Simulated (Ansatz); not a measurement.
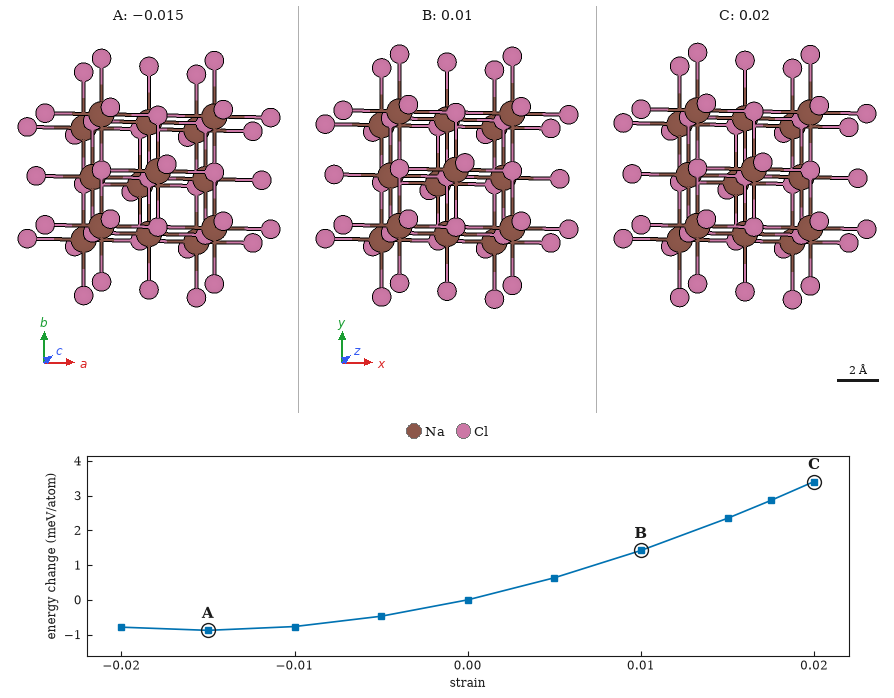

Energy scan for crystalline NaCl (Fm-3m), in which the cell is strained along y alone, with the atoms kept at their fractional coordinates. x, y and z are the Cartesian axes of the input. The lettered frames are marked on the plot. The picture is a ball-and-stick view of the conventional cell (4 times the calculation's cell), seen along the c axis, with a slight tilt. Lengths and directions refer to the drawn axes.

The calculation used Ansatz 0.2.0, DFT PBEsol, scalar-relativistic, plane waves, PAW. (plane-wave cutoff 420 eV; k-point mesh 8 × 8 × 8; occupations gaussian; smearing width 0.05 eV; no spin polarisation). Energies (free energies at the smearing named) are counted from the cell as listed in its source, which wasn't relaxed.

What does the scan show?

Answer. Of the computed points the lowest is at the strain −0.015, −0.88 meV/atom. The unrelaxed reference is under a pressure of −0.8 GPa, which tilts the curve. The distortion takes the space group from Fm-3m to I4/mmm. At the strain −0.02 the cell of the drawing goes b 5.663 → 5.550 Å.
